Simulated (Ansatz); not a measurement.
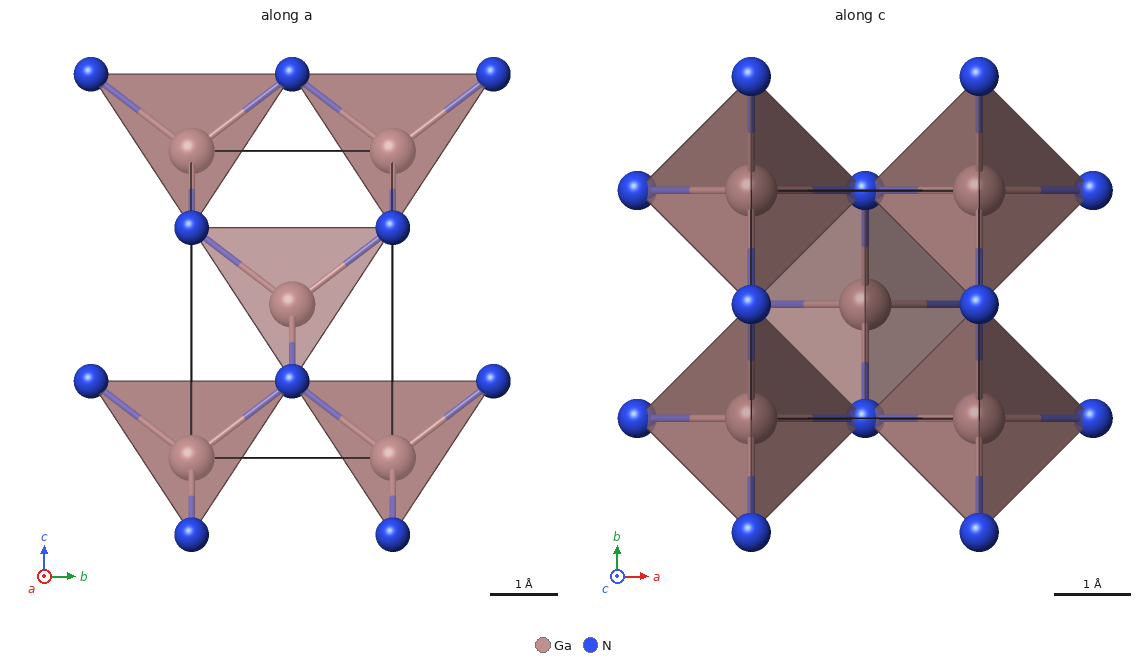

We look at a polyhedral model of the crystal along the a axis and along the c axis. The lines enclose the conventional unit cell; boundary atoms appear with their images. Some neighbours outside the box are added.

GaN, space group I-4m2 (No. 119), a = 3.03 Å, b = 3.03 Å, c = 4.62 Å, α = 90.00°, β = 90.00°, γ = 90.00°.

Calculation details: Ansatz, DFT r2SCAN, scalar-relativistic, plane waves, PAW; a cutoff energy of 500 eV, k-points about 0.25 Å⁻¹ apart, Gaussian smearing of 0.05 eV, no spin polarisation.

Question: How large a gap does the method give, if there is one?

Answer: A semiconductor at this level, with a gap of 2.49 eV on the k-mesh (the true edges may lie between mesh points, so the gap can be somewhat smaller).

Question: Would the cell expand or shrink if it could?

Answer: The computed pressure is 15.9 GPa (compressed: it would expand). The stress isn't hydrostatic: its largest component is 19.8 GPa.

The initial geometry was a structure listed in the Materials Project. The cell was then strained or its atoms displaced on purpose. An electronic-structure calculation with Ansatz was run on it.

At this level of theory the cell isn't at rest (compressed, at 16 GPa), so its distances can differ from those at equilibrium, the more so the softer the solid.
